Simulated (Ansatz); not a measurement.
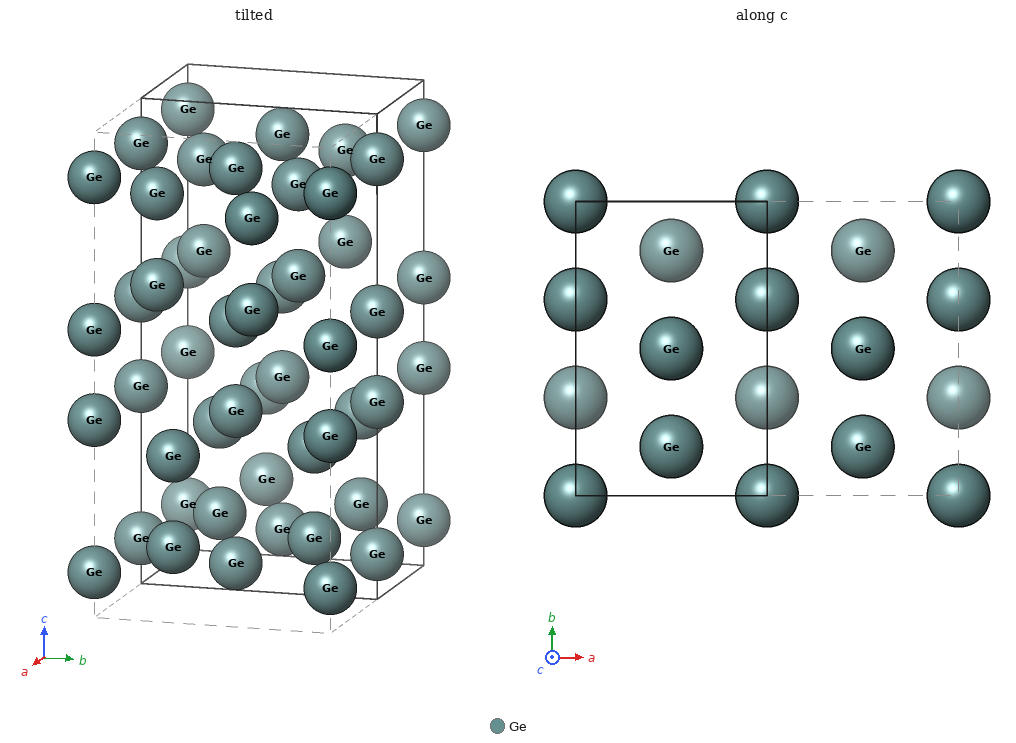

Spheres-only representation of a periodic structure, projected slightly off an axis and along the c axis. The conventional unit cell (solid box) is repeated to 2×1×1 cells.

State composition, symmetry and coordination.

The element is germanium. Its lattice is base-centred orthorhombic, its space group Cmcm (No. 63). The cell holds 16 atoms. Each Ge atom is coordinated by four Ge in a distorted tetrahedral arrangement.

The model was built from a structure listed in the Materials Project. The cell was then strained or its atoms displaced on purpose. It was run through Ansatz as a DFT input.

At this level of theory the run's own cell isn't at rest (forces up to 1.1 eV/Å), so its distances can differ from those at equilibrium, the more so the softer the solid.
